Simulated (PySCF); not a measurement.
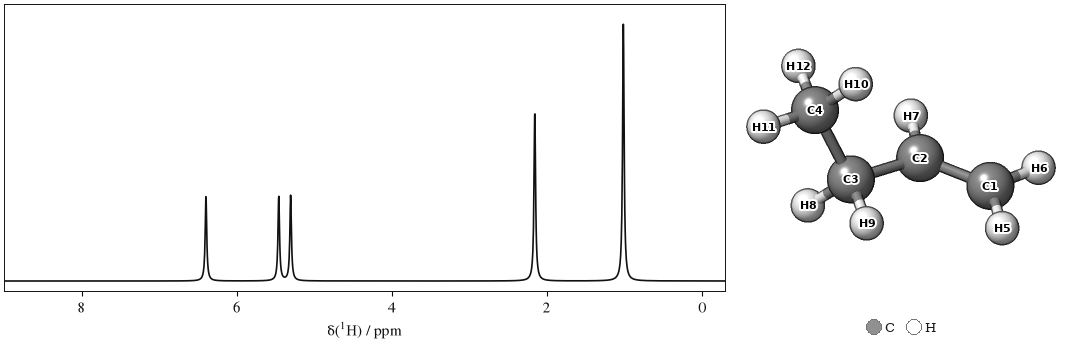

Spectrum and numbered structure of C₄H₈ (1-butene), SMILES C=CCC. GIAO shifts, ωB97X-D/pcSseg-2 (IEF-PCM chloroform) with PySCF 2.14.0, at a PBE0-D3(BJ)/def2-TZVP geometry (no frequency check), against TMS for ¹H computed at the same level. fully decoupled, line heights follow the number of nuclei, widths are arbitrary (no quadrupolar broadening); values of one conformer, averaged over nuclei that symmetry or rotation about single bonds exchange, these motions taken as fast; other conformers aren't averaged in.

Which ¹H nuclei are the least shielded, and which the most?

Least shielded: H7 at 6.40 ppm. Most shielded: H10, H11 and H12 at 1.01 ppm.
